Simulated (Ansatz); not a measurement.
Cell and atoms:

```xyz
8
Lattice="5.4438 0.0000 0.0000 0.0000 5.4438 0.0000 0.0000 0.0000 5.4438" Properties=species:S:1:pos:R:3 pbc="T T T"
Si    0.0000    0.0000    0.0000
Si    1.3610    4.0829    4.0829
Si    0.0000    2.7219    2.7219
Si    1.3610    1.3610    1.3610
Si    2.7219    0.0000    2.7219
Si    4.0829    4.0829    1.3610
Si    2.7219    2.7219    0.0000
Si    4.0829    1.3610    4.0829
```

Question: Give a crystallographic description of this input.

Answer: The element is silicon. Space group: Fd-3m (No. 227). Lattice: face-centred cubic. Among the common structure types it is diamond. The cell holds eight atoms. The coordination shell of Si holds four Si in a tetrahedral arrangement at 2.36 Å. The bonds build a three-dimensional framework.

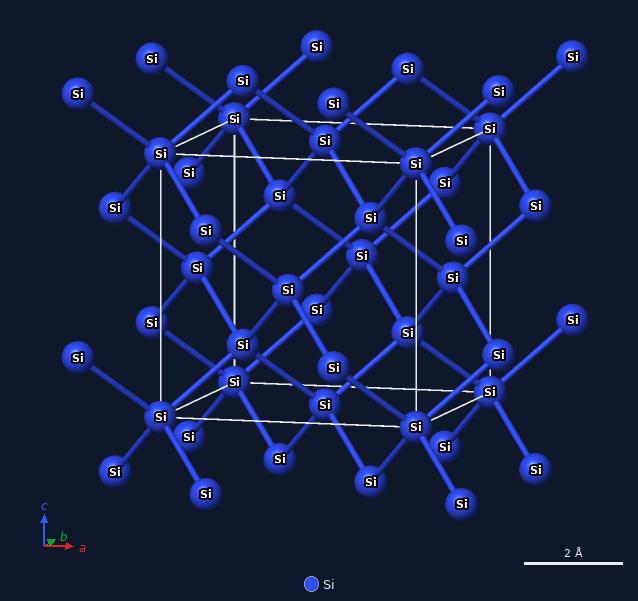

Crystal structure, ball-and-stick style, seen slightly off an axis. The conventional unit cell is drawn as a box. Periodic images bonded to atoms of the box are shown as well. Colours: silicon blue.

It goes back to a structure listed in the Materials Project, with elements exchanged, so it need not be a known form of the compound. Earlier steps of the study may have refined or changed the cell and positions. It was the input of a calculation with Ansatz.
